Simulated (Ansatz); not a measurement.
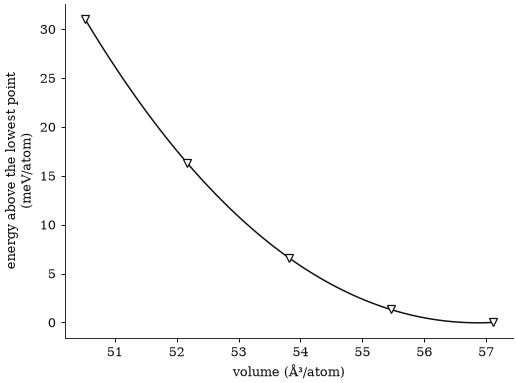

The picture above shows the energy above the lowest point against volume for Sr, space group Fm-3m (No. 225) (one of a set of cubic test structures, which need not be the stable phase).

Calculation (Ansatz 0.2.0 development build): equation of state of a cubic crystal from periodic Kohn-Sham density functional theory without spin, third-order Birch-Murnaghan fit to the free energies; pressure corrected for the finite basis. Level: r2SCAN.

- structure type: fcc
- atoms in cell: 1
- space group number: 225
- lattice centring: face-centred primitive
- k mesh: 10×10×10
- occupation method: Fermi–Dirac
- occupation width: 0.1 eV
- wave cutoff: 500 eV
- datasets: soft-1 PAW
- density tolerance: 1e−07 eV
- bands: 9
- density cutoff ratio: 4
- search for lower states: default

From this curve and the settings, what does the calculation give for the pressure at the same points?

The pressure falls from 1.691 GPa at volume 50.52 Å³/atom to −0.050 GPa at 57.11 Å³/atom.

```tsv
volume (Å³/atom)	pressure (GPa)
50.52	1.691
52.17	1.179
53.81	0.720
55.46	0.310
57.11	-0.050
```
